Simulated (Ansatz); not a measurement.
Consider Li3H2.

```
CELL_PARAMETERS angstrom
2.84115 0.00000 0.00000
0.00000 2.84115 0.00000
0.00000 0.00000 12.51957
ATOMIC_POSITIONS crystal
Li 0.00000 0.00000 0.32968
Li 0.50000 0.50000 0.82968
Li 0.50000 0.50000 0.17032
Li 0.00000 0.00000 0.67032
Li 0.00000 0.00000 0.00000
Li 0.50000 0.50000 0.50000
H 0.00000 0.00000 0.16549
H 0.50000 0.50000 0.66549
H 0.50000 0.50000 0.33451
H 0.00000 0.00000 0.83451
```

Space group I4/mmm; a structure generated by program, which may or may not match a known phase; computed without spin polarisation.

Method: DFT PBEsol, scalar-relativistic, plane waves, PAW (Ansatz).

Q: What will maps of the valence pseudo-density and electron localisation function show?

A: Li–H (2.01 Å): ρ at the midpoint is about 0.12 e/Å³; the ELF climbs to about 1 towards the hydrogen.
Li–H (2.06 Å): the density is about 0.13 e/Å³ at the midpoint; the ELF climbs to about 1 towards the hydrogen.
The ELF has a maximum of about 0.95 in the space between the atoms, 2.0 Å from six Li atoms, on no atom or two-centre bond.

Q: Does the calculation give a band gap?

A: It is gapless in this calculation (a metal or semimetal).

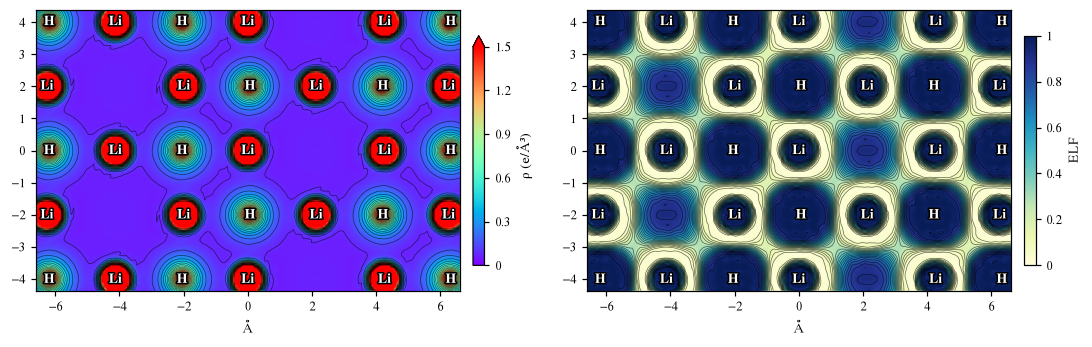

Computed valence pseudo-density and electron localisation function on the (110) plane of the conventional cell, in this order. 

In a PAW calculation such maps are meaningful between the atoms, not at the nuclei.
